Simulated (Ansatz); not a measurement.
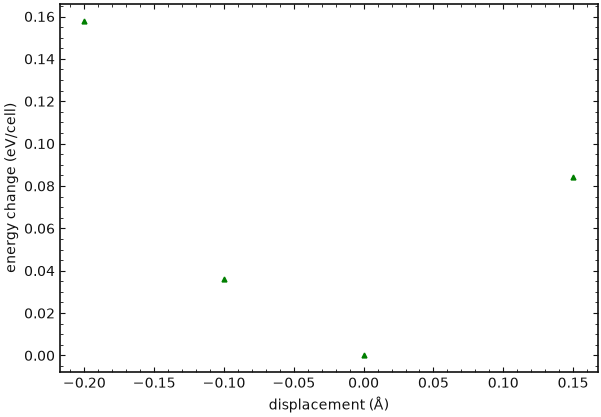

The figure shows the energy change against displacement for WC, space group Fm-3m (No. 225).

Starting cell:
```xyz
8
Lattice="4.3454 0.0000 0.0000 0.0000 -4.3454 0.0000 0.0000 0.0000 -4.3454" Properties=species:S:1:pos:R:3 pbc="T T T"
W     0.0000    0.0000    0.0000
W     2.1727   -2.1727    0.0000
W     2.1727    0.0000   -2.1727
W     0.0000   -2.1727   -2.1727
C     2.1727    0.0000    0.0000
C     0.0000   -2.1727    0.0000
C     0.0000    0.0000   -2.1727
C     2.1727   -2.1727   -2.1727
```

Computed with Ansatz 0.2.0: one atom of a crystal moved along a line, all else fixed, by plane-wave density functional theory with PAW datasets, free energies less that of the undisturbed cell; scalar-relativistic. Level: PBEsol, no spin polarisation.

| setting | value |
| --- | --- |
| wave cutoff | 420 eV |
| k mesh | 14×14×14 |
| occupations | Gaussian |
| smearing width | 0.15 eV |
| k shift | (0, 0, 0) (mesh steps) |
| start | relaxed |
| moved atom | 1 |
| direction | (0.7071, 0.7071, 0) (Cartesian unit vector) |

> Is the given structure stable along this path?

Yes: the energy rises on both sides of the starting structure, which is therefore a minimum along this path.
